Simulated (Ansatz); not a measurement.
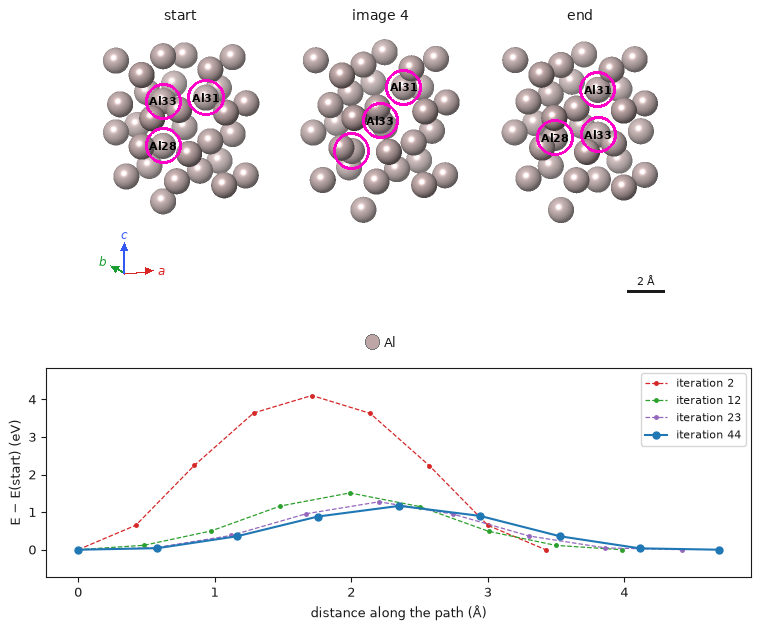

A nudged-elastic-band calculation for Al with an interstitial Al (33 atoms in the cell). Images are numbered from 0 (start) to 8 (end). The plot follows the band through its iterations. Style: spheres-only. Shown: the atoms within 5.0 Å of the middle of the path, slightly off an axis. The atoms that move most are ringed.

These are results of DFT PBE, scalar-relativistic, plane waves, PAW in Ansatz, not measurements. Set-up: plane-wave cutoff 420 eV; k-point mesh 2 × 2 × 2; Gaussian smearing 0.05 eV; 7 movable images; climbing image; force threshold 0.05 eV/Å; iteration limit 44; optimiser FIRE; starting path by straight interpolation.

> How did the profile develop, and is the result final?

The result isn't final. The band hadn't converged when the run stopped after 44 iterations. The barrier read from it is provisional: over the last two iterations the highest image moved from 1.20 eV to 1.17 eV. The first iteration put the highest image at 8.62 eV. The two ends have the same energy, and the highest point, image 4, lies 1.17 eV above the start.

Limits of the set-up: the k-point mesh is coarse for a cell with partly filled bands; the periodic images lie only 8.1 Å apart, so the values are limited by the cell's size.

PAW datasets: the set soft_1.
